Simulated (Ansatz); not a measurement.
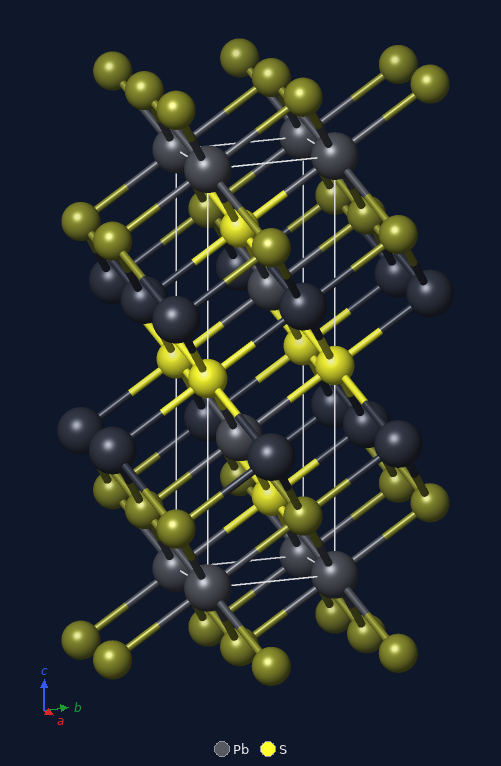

This ball-and-stick model is shown slightly off an axis. The conventional unit cell is outlined; an atom on or near a face, edge or corner is repeated at each equivalent position. Atoms just outside the outline that bond to atoms inside are added, in fainter colours.

PbS, space group R-3m (No. 166), a = 4.225 Å, b = 4.225 Å, c = 10.607 Å, α = 90.00°, β = 90.00°, γ = 120.00°. It derives from a structure type filled with these elements by a generator (whether the compound takes this form wasn't checked). The cell was then strained or its atoms displaced on purpose. It was run through Ansatz as a DFT input.

This one geometry was computed with Ansatz (DFT, plane waves, PAW) at three levels of theory: PBE, HSE06 and r2SCAN. It was relaxed with r2SCAN and then strained.

How does the band gap change with the level of theory?

PBE: a gap of 0.38 eV, indirect; r2SCAN: a gap of 0.63 eV, indirect; HSE06: a gap of 0.82 eV, indirect.

Collect the results in a table.

| level | cutoff (eV) | k-mesh of the run's cell | gap (eV) | pressure (GPa) |
| --- | --- | --- | --- | --- |
| PBE | 420 | 8×8×8 | 0.38 | -0.4 |
| HSE06 | 420 | 6×6×6 | 0.82 | -1.5 |
| r2SCAN | 500 | 8×8×8 | 0.63 | -1.4 |

Gaps are taken on the k-mesh or band path of each run.
